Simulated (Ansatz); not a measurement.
# Rhenium, hcp under PBE: convergence with the Gaussian smearing

A convergence test of the Gaussian smearing width. The geometry was relaxed under PBE beforehand and stays fixed; 7 values are run, from 0.01 to 1.0 eV. Wanted are the values from which on the energy stays within 10 and 1 meV/atom, and the pressure within 0.5 GPa, of the narrowest run. Within the series other settings stay, but some runs also write fields, which adds to their time. Spin polarisation is left out.

Computed with Ansatz 0.2.0 (DFT PBE, plane waves with PAW, scalar-relativistic, unless a step says otherwise).

### 1 The structure to begin with

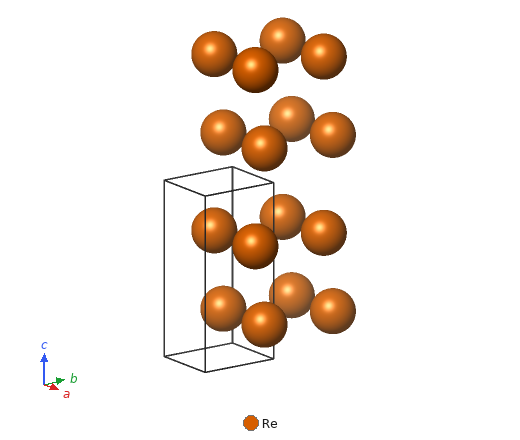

The structure, seen slightly off an axis (rhenium orange). 2×2×2 cells are drawn. Any atoms on the faces are drawn again on the opposite ones.

As a file:

```
CELL_PARAMETERS angstrom
2.77687 0.00000 0.00000
-1.38844 2.40484 0.00000
0.00000 0.00000 4.47881
ATOMIC_POSITIONS crystal
Re 0.33333 0.66667 0.25000
Re 0.66667 0.33333 0.75000
```

### 2 Run at 0.01 eV

The run at 0.01 eV.

input.yaml reads:

```yaml
crystal:
  lattice:
    - [2.7768706464, 0.0, 0.0]
    - [-1.3884353232, 2.4048405228, 0.0]
    - [0.0, 0.0, 4.4788142384]
  atoms:
    - { symbol: Re, position: [0.3333333333, 0.6666666667, 0.25] }
    - { symbol: Re, position: [0.6666666667, 0.3333333333, 0.75] }
hamiltonian:
  xc: pbe
  pseudopotentials:
    kind: paw
    azcp:
      Re: "pseudopotentials/Re.paw.azcp"
basis:
  ecutwfc: 420
  fft_grid_basis: typed
kpoints:
  mp_grid: { grid: [13, 13, 7], shift: [0, 0, 0] }
magnetization:
  spin_polarized: false
scf:
  occupations: { method: gaussian, width: 0.01 }
  lower_state_search: "off"
output:
  stress: true
```

The run is started by

```bash
$ ansatz run input.yaml --threads 1 --pin off --max-ram 3584MiB --backend cpu --events-out ev --progress --plain --runs-dir out
```

What it wrote, cut to the lines that bear on the results:

```text
[...]
Pseudopotentials: kind: paw
Pseudopotential: Re, paw, valence charge 15, recommended cutoff 420 eV (normal), <dir>
Functional definition: PBE
[...]
Crystal: 2 atoms, lattice volume = 29.909 Å³
Basis set: ecut = 420 eV, 579 PW (Γ)
Bands: 19, of which v1, the nominal top of the filled ones, is band 15 counted from 1 (14 counted from 0)
Symmetry: 24 space group operations
Space group: P63/mmc (ITA 194), of the structure as read, at distance tolerance 3.1e-5 Å
k-points: 84 of 1183
[...]
SCF iter   1: F=—  HF=-21736.148588 eV  |F-HF|=—  |Δ(HF+E_count)|=         —  Δρ=7.92e-3  dr2=6.65e-3  ethr=1.77e-3  ⟨swp⟩=5.9  Hψ=7192  notcnv=0
[...]
SCF iter   6: F=-21736.152403 eV  HF=-21736.152403 eV  |F-HF|=2.15e-10  |Δ(HF+E_count)|=  9.79e-10  Δρ=3.14e-6  dr2=1.05e-9  ethr=9.27e-11  ⟨swp⟩=2.0  Hψ=5751  notcnv=0
[...]
SCF converged after 6 iterations
Free energy (F): -21736.152403 eV
[...]
E sigma→0 (E₀):  -21736.152324 eV
Entropy (-TS):   -0.000157 eV (-0.079 meV/atom)
Fermi energy:    23.485272 eV
[...]
--- Stress (GPa, compression-positive) ---
       -0.280456       0.000000       0.000000
       -0.000000      -0.280456       0.000000
        0.000000       0.000000       0.018051
  P = ⅓ Tr σ = -0.1810 GPa (-1.810 kbar)
```

It took 2.8 s on 1 thread of Intel Xeon Platinum 8259CL at 2.50GHz (Skylake/Cascade Lake), shared host; peak memory 0.5 GiB.

### 3 Run at 0.03 eV

The run at 0.03 eV.

input.yaml, as its differences from that of step 2:

```diff
@@ -22,3 +22,3 @@
 scf:
-  occupations: { method: gaussian, width: 0.01 }
+  occupations: { method: gaussian, width: 0.03 }
   lower_state_search: "off"
@@ -26 +26,5 @@
   stress: true
+  write_density: true
+  write_potential: true
+  elf: true
+  volumetric_format: npy
```

The run is started by

```bash
$ ansatz run input.yaml --threads 1 --pin off --max-ram 3584MiB --backend cpu --events-out ev --progress --plain --runs-dir out
```

What it wrote, cut to the lines that bear on the results:

```text
[...]
[... 3 set-up lines as earlier in the session ...]
[...]
Crystal: 2 atoms, lattice volume = 29.909 Å³
Basis set: ecut = 420 eV, 579 PW (Γ)
Bands: 19, of which v1, the nominal top of the filled ones, is band 15 counted from 1 (14 counted from 0)
[... 2 set-up lines as earlier in the session ...]
k-points: 84 of 1183
[...]
SCF iter   1: F=—  HF=-21736.149011 eV  |F-HF|=—  |Δ(HF+E_count)|=         —  Δρ=7.90e-3  dr2=6.58e-3  ethr=1.77e-3  ⟨swp⟩=5.7  Hψ=7156  notcnv=0
[...]
SCF iter   6: F=-21736.152805 eV  HF=-21736.152805 eV  |F-HF|=1.35e-10  |Δ(HF+E_count)|=  5.75e-10  Δρ=1.54e-6  dr2=2.03e-10  ethr=1.85e-11  ⟨swp⟩=5.1  Hψ=8515  notcnv=0
[...]
SCF converged after 6 iterations
Free energy (F): -21736.152805 eV
[...]
E sigma→0 (E₀):  -21736.152430 eV
Entropy (-TS):   -0.000751 eV (-0.376 meV/atom)
Fermi energy:    23.497447 eV
[...]
--- Stress (GPa, compression-positive) ---
       -0.244143       0.000000       0.000000
        0.000000      -0.244143       0.000000
        0.000000       0.000000      -0.145804
  P = ⅓ Tr σ = -0.2114 GPa (-2.114 kbar)
--- Band table (eV; the first three rows and the last of 84) ---
  k-point 0: bands = ["-56.2424", "-56.1271", "-18.7214", "-17.7265", "-17.7265", "-17.5586", "-17.5586", "-17.5312", "13.7856", "17.0309", "22.0042", "22.0042", "22.0229", "22.8250", "22.8250", "23.7259", "23.7259", "24.1285", "26.8464"]
[...]
```

Run time: 4.3 s. Hardware: 1 thread of Intel Xeon Platinum 8259CL at 2.50GHz (Skylake/Cascade Lake), shared host; peak memory 0.5 GiB.

### 4 Run at 0.1 eV

The run at 0.1 eV.

input.yaml, as its differences from that of step 3:

```diff
@@ -22,3 +22,3 @@
 scf:
-  occupations: { method: gaussian, width: 0.03 }
+  occupations: { method: gaussian, width: 0.1 }
   lower_state_search: "off"
@@ -26,5 +26 @@
   stress: true
-  write_density: true
-  write_potential: true
-  elf: true
-  volumetric_format: npy
```

The run is started by

```bash
$ ansatz run input.yaml --threads 1 --pin off --max-ram 3584MiB --backend cpu --events-out ev --progress --plain --runs-dir out
```

What it wrote, cut to the lines that bear on the results:

```text
[...]
[... 3 set-up lines as earlier in the session ...]
[...]
Crystal: 2 atoms, lattice volume = 29.909 Å³
Basis set: ecut = 420 eV, 579 PW (Γ)
Bands: 19, of which v1, the nominal top of the filled ones, is band 15 counted from 1 (14 counted from 0)
[... 2 set-up lines as earlier in the session ...]
k-points: 84 of 1183
[...]
SCF iter   1: F=—  HF=-21736.152981 eV  |F-HF|=—  |Δ(HF+E_count)|=         —  Δρ=7.90e-3  dr2=6.73e-3  ethr=1.77e-3  ⟨swp⟩=5.0  Hψ=7007  notcnv=0
[...]
SCF iter   6: F=-21736.156708 eV  HF=-21736.156708 eV  |F-HF|=1.82e-11  |Δ(HF+E_count)|=   1.29e-9  Δρ=2.98e-6  dr2=7.78e-10  ethr=6.12e-11  ⟨swp⟩=2.0  Hψ=5241  notcnv=0
[...]
SCF converged after 6 iterations
Free energy (F): -21736.156708 eV
[...]
E sigma→0 (E₀):  -21736.152580 eV
Entropy (-TS):   -0.008256 eV (-4.128 meV/atom)
Fermi energy:    23.515005 eV
[...]
--- Stress (GPa, compression-positive) ---
       -0.253511      -0.000000       0.000000
        0.000000      -0.253511       0.000000
        0.000000       0.000000      -0.195628
  P = ⅓ Tr σ = -0.2342 GPa (-2.342 kbar)
```

Run time: 2.7 s. Hardware: 1 thread of Intel Xeon Platinum 8259CL at 2.50GHz (Skylake/Cascade Lake), shared host; peak memory 0.5 GiB.

### 5 Run at 0.2 eV

The run at 0.2 eV.

input.yaml, as its differences from that of step 4:

```diff
@@ -22,3 +22,3 @@
 scf:
-  occupations: { method: gaussian, width: 0.1 }
+  occupations: { method: gaussian, width: 0.2 }
   lower_state_search: "off"
```

The run is started by

```bash
$ ansatz run input.yaml --threads 1 --pin off --max-ram 3584MiB --backend cpu --events-out ev --progress --plain --runs-dir out
```

What it wrote, cut to the lines that bear on the results:

```text
[...]
[... 3 set-up lines as earlier in the session ...]
[...]
Crystal: 2 atoms, lattice volume = 29.909 Å³
Basis set: ecut = 420 eV, 579 PW (Γ)
Bands: 19, of which v1, the nominal top of the filled ones, is band 15 counted from 1 (14 counted from 0)
[... 2 set-up lines as earlier in the session ...]
k-points: 84 of 1183
[...]
SCF iter   1: F=—  HF=-21736.165155 eV  |F-HF|=—  |Δ(HF+E_count)|=         —  Δρ=7.80e-3  dr2=6.43e-3  ethr=1.77e-3  ⟨swp⟩=5.1  Hψ=6950  notcnv=0
[...]
SCF iter   6: F=-21736.168756 eV  HF=-21736.168756 eV  |F-HF|=2.55e-11  |Δ(HF+E_count)|=   2.63e-9  Δρ=2.60e-6  dr2=5.91e-10  ethr=5.20e-11  ⟨swp⟩=2.0  Hψ=5370  notcnv=0
[...]
SCF converged after 6 iterations
Free energy (F): -21736.168756 eV
[...]
E sigma→0 (E₀):  -21736.152675 eV
Entropy (-TS):   -0.032161 eV (-16.081 meV/atom)
Fermi energy:    23.536459 eV
[...]
--- Stress (GPa, compression-positive) ---
       -0.142618       0.000000       0.000000
        0.000000      -0.142618       0.000000
        0.000000       0.000000      -0.029583
  P = ⅓ Tr σ = -0.1049 GPa (-1.049 kbar)
```

Wall time 3.6 s (1 thread of Intel Xeon Platinum 8259CL at 2.50GHz (Skylake/Cascade Lake), shared host); peak memory 0.5 GiB.

### 6 Run at 0.3 eV

The run at 0.3 eV.

input.yaml, as its differences from that of step 5:

```diff
@@ -22,3 +22,3 @@
 scf:
-  occupations: { method: gaussian, width: 0.2 }
+  occupations: { method: gaussian, width: 0.3 }
   lower_state_search: "off"
```

The run is started by

```bash
$ ansatz run input.yaml --threads 1 --pin off --max-ram 3584MiB --backend cpu --events-out ev --progress --plain --runs-dir out
```

What it wrote, cut to the lines that bear on the results:

```text
[...]
[... 3 set-up lines as earlier in the session ...]
[...]
Crystal: 2 atoms, lattice volume = 29.909 Å³
Basis set: ecut = 420 eV, 579 PW (Γ)
Bands: 19, of which v1, the nominal top of the filled ones, is band 15 counted from 1 (14 counted from 0)
[... 2 set-up lines as earlier in the session ...]
k-points: 84 of 1183
[...]
SCF iter   1: F=—  HF=-21736.185715 eV  |F-HF|=—  |Δ(HF+E_count)|=         —  Δρ=7.69e-3  dr2=6.05e-3  ethr=1.77e-3  ⟨swp⟩=5.1  Hψ=6940  notcnv=0
[...]
SCF iter   6: F=-21736.189185 eV  HF=-21736.189185 eV  |F-HF|=2.04e-10  |Δ(HF+E_count)|=   2.09e-9  Δρ=1.90e-6  dr2=4.47e-10  ethr=3.53e-11  ⟨swp⟩=1.9  Hψ=5289  notcnv=0
[...]
SCF converged after 6 iterations
Free energy (F): -21736.189185 eV
[...]
E sigma→0 (E₀):  -21736.151810 eV
Entropy (-TS):   -0.074750 eV (-37.375 meV/atom)
Fermi energy:    23.547591 eV
[...]
--- Stress (GPa, compression-positive) ---
        0.097829       0.000000       0.000000
       -0.000000       0.097829       0.000000
        0.000000       0.000000       0.066474
  P = ⅓ Tr σ = 0.0874 GPa (0.874 kbar)
```

It took 3.2 s on 1 thread of Intel Xeon Platinum 8259CL at 2.50GHz (Skylake/Cascade Lake), shared host; peak memory 0.5 GiB.

### 7 Run at 0.6 eV

The run at 0.6 eV.

input.yaml, as its differences from that of step 6:

```diff
@@ -22,3 +22,3 @@
 scf:
-  occupations: { method: gaussian, width: 0.3 }
+  occupations: { method: gaussian, width: 0.6 }
   lower_state_search: "off"
```

The run is started by

```bash
$ ansatz run input.yaml --threads 1 --pin off --max-ram 3584MiB --backend cpu --events-out ev --progress --plain --runs-dir out
```

What it wrote, cut to the lines that bear on the results:

```text
band count auto-derived: 20 (N_el = 30.0; filled up to band 15; 19 by the electrons, moments and atoms)
[...]
[... 3 set-up lines as earlier in the session ...]
[...]
Crystal: 2 atoms, lattice volume = 29.909 Å³
Basis set: ecut = 420 eV, 579 PW (Γ)
Bands: 20, of which v1, the nominal top of the filled ones, is band 15 counted from 1 (14 counted from 0)
[... 2 set-up lines as earlier in the session ...]
k-points: 84 of 1183
[...]
SCF iter   1: F=—  HF=-21736.302681 eV  |F-HF|=—  |Δ(HF+E_count)|=         —  Δρ=7.59e-3  dr2=5.78e-3  ethr=1.77e-3  ⟨swp⟩=5.1  Hψ=7219  notcnv=0
[...]
SCF iter   6: F=-21736.306122 eV  HF=-21736.306122 eV  |F-HF|=1.16e-10  |Δ(HF+E_count)|=   2.10e-9  Δρ=1.70e-6  dr2=3.83e-10  ethr=3.27e-11  ⟨swp⟩=2.0  Hψ=5129  notcnv=0
[...]
SCF converged after 6 iterations
Free energy (F): -21736.306122 eV
[...]
E sigma→0 (E₀):  -21736.147260 eV
Entropy (-TS):   -0.317723 eV (-158.862 meV/atom)
Fermi energy:    23.588898 eV
[...]
--- Stress (GPa, compression-positive) ---
        1.261878      -0.000000       0.000000
        0.000000       1.261878       0.000000
        0.000000       0.000000       0.175501
  P = ⅓ Tr σ = 0.8998 GPa (8.998 kbar)
```

Run time: 2.5 s. Hardware: 1 thread of Intel Xeon Platinum 8259CL at 2.50GHz (Skylake/Cascade Lake), shared host; peak memory 0.51 GiB.

### 8 Run at 1.0 eV

The run at 1.0 eV.

input.yaml, as its differences from that of step 7:

```diff
@@ -22,3 +22,3 @@
 scf:
-  occupations: { method: gaussian, width: 0.6 }
+  occupations: { method: gaussian, width: 1.0 }
   lower_state_search: "off"
```

The run is started by

```bash
$ ansatz run input.yaml --threads 1 --pin off --max-ram 3584MiB --backend cpu --events-out ev --progress --plain --runs-dir out
```

What it wrote, cut to the lines that bear on the results:

```text
band count auto-derived: 21 (N_el = 30.0; filled up to band 15; 19 by the electrons, moments and atoms)
[...]
[... 3 set-up lines as earlier in the session ...]
[...]
Crystal: 2 atoms, lattice volume = 29.909 Å³
Basis set: ecut = 420 eV, 579 PW (Γ)
Bands: 21, of which v1, the nominal top of the filled ones, is band 15 counted from 1 (14 counted from 0)
[... 2 set-up lines as earlier in the session ...]
k-points: 84 of 1183
[...]
SCF iter   1: F=—  HF=-21736.587232 eV  |F-HF|=—  |Δ(HF+E_count)|=         —  Δρ=7.76e-3  dr2=6.92e-3  ethr=1.77e-3  ⟨swp⟩=5.0  Hψ=7632  notcnv=0
[...]
SCF iter   6: F=-21736.590121 eV  HF=-21736.590121 eV  |F-HF|=1.82e-11  |Δ(HF+E_count)|=   2.05e-9  Δρ=1.83e-6  dr2=3.81e-10  ethr=4.79e-11  ⟨swp⟩=2.0  Hψ=5421  notcnv=0
[...]
SCF converged after 6 iterations
Free energy (F): -21736.590121 eV
[...]
E sigma→0 (E₀):  -21736.146108 eV
Entropy (-TS):   -0.888025 eV (-444.013 meV/atom)
Fermi energy:    23.673827 eV
[...]
--- Stress (GPa, compression-positive) ---
        3.431163       0.000000       0.000000
       -0.000000       3.431163       0.000000
        0.000000       0.000000       1.369350
  P = ⅓ Tr σ = 2.7439 GPa (27.439 kbar)
```

Wall time 2.7 s (1 thread of Intel Xeon Platinum 8259CL at 2.50GHz (Skylake/Cascade Lake), shared host); peak memory 0.5 GiB.

### 9 Convergence table

Differences are taken from the run at 0.01 eV.

```csv
smearing (eV),F (meV/atom),E(σ → 0) (meV/atom),P (GPa),SCF cycles,CPU time
0.01,0.00,0.00,-0.18,6,2.8 s
0.03,-0.20,-0.05,-0.21,6,4.3 s
0.1,-2.15,-0.13,-0.23,6,2.7 s
0.2,-8.18,-0.18,-0.10,6,3.5 s
0.3,-18.39,0.26,0.09,6,3.2 s
0.6,-76.86,2.53,0.90,6,2.5 s
1.0,-218.86,3.11,2.74,6,2.7 s
```

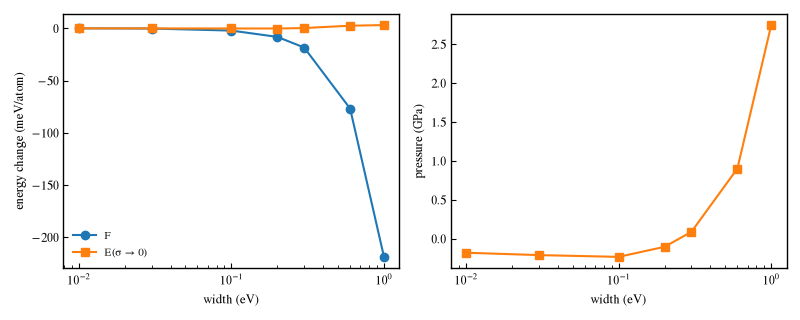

Energy and pressure against the Gaussian smearing width.

### 10 What came out

```
                                           quantity                       value
       E(σ → 0) stays within 10 meV/atom of 0.01 eV                up to 1.0 eV
                   E(σ → 0) stays within 1 meV/atom                up to 0.3 eV
                      pressure stays within 0.5 GPa                up to 0.3 eV
                                pressure at 0.01 eV                   -0.18 GPa
energy of a separate run on a finer mesh (21×21×12)  -0.2 meV/atom from 0.01 eV
```

The far end, 1.0 eV, lies +3.1 meV/atom and +2.9 GPa from the yardstick. The free energy F moves by -218.9 meV/atom over the range, and the estimate for σ → 0 by +3.1. With this scheme F falls about as the square of the width. The mesh (13×13×7) is fixed, so the narrowest widths carry a k-point error of their own. A run on a finer mesh agrees with the yardstick to 1 meV/atom.
